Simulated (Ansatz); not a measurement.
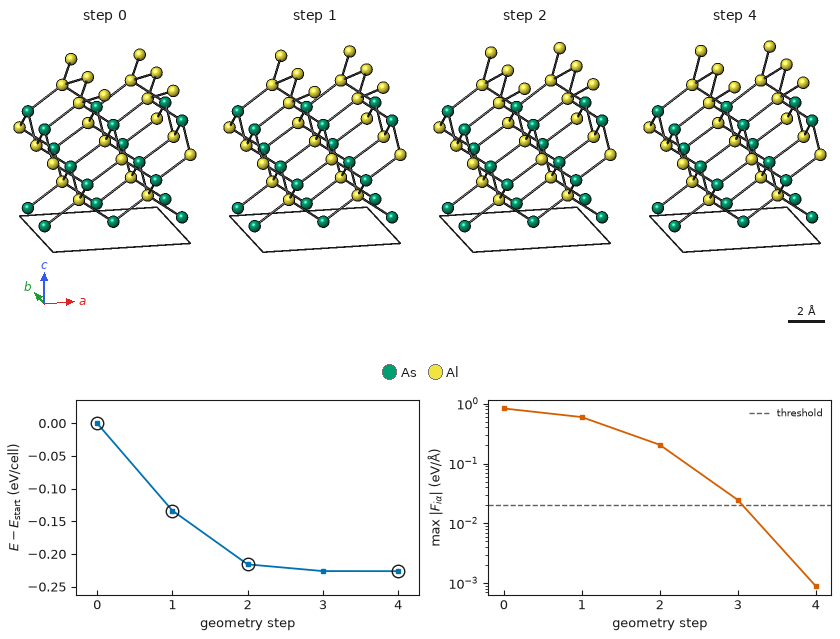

Frames of a constrained relaxation of a slab of composition Al4As3 (cut from the F-43m phase), marked on the history of the run. Style: ball-and-stick. Shown: the 2 × 2 repeat of the cell, outlined in the plane, without the vacuum, slightly off an axis.

Case: Al over the place (1/4, 2/4) of the surface cell, its height relaxed. The slab is the (1 0 0) face of AlAs with Al on it. 6 atoms are held fixed.

These are results of DFT PBEsol, scalar-relativistic, plane waves, PAW (Ansatz 0.2.0), not measurements. Settings: plane-wave cutoff 420 eV; k-point mesh 7 × 7 × 1; occupations gaussian; smearing width 0.05 eV; collinear spin; dipole correction; atoms relaxed in a fixed cell; force threshold 0.02 eV/Å; at most 25 steps.

### What happens along the run?

The largest move is that of an Al atom, 0.48 Å along the normal (+c). As stays in place. The cell stays as it was. Some distances before and after: Al–Al 2.424 → 2.643 Å. Among the angles between lasting bonds that change: Al–Al–Al 111.7° → 98.8°, As–Al–Al 83.2° → 89.8°, As–Al–Al 123.9° → 128.0°. The energy falls by 0.226 eV per cell of the calculation in 4 geometry steps. Largest force component: 0.83 eV/Å at the start, 0.0009 eV/Å at the end. The program noted that the starting moments weren't kept. The run may lie on a higher electronic state than the lowest, so the end point isn't shown to be the ground-state structure. From step 0 to 1: an Al atom moves most (0.19 Å), energy −0.133 eV per cell of the calculation. From step 1 to 2: an Al atom moves most (0.19 Å), energy −82.3 meV per cell of the calculation. From step 2 to 4: an Al atom moves most (0.09 Å), energy −10.4 meV per cell of the calculation.

```
step  E − E(0), meV/atom  largest force component, eV/Å
   0                0.00                         0.8326
   1              -19.07                         0.5974
   2              -30.82                         0.2057
   3              -32.29                         0.0247
   4              -32.31                         0.0009
```

Limits of the set-up: the periodic images lie only 4.0 Å apart, so the values are limited by the cell's size.
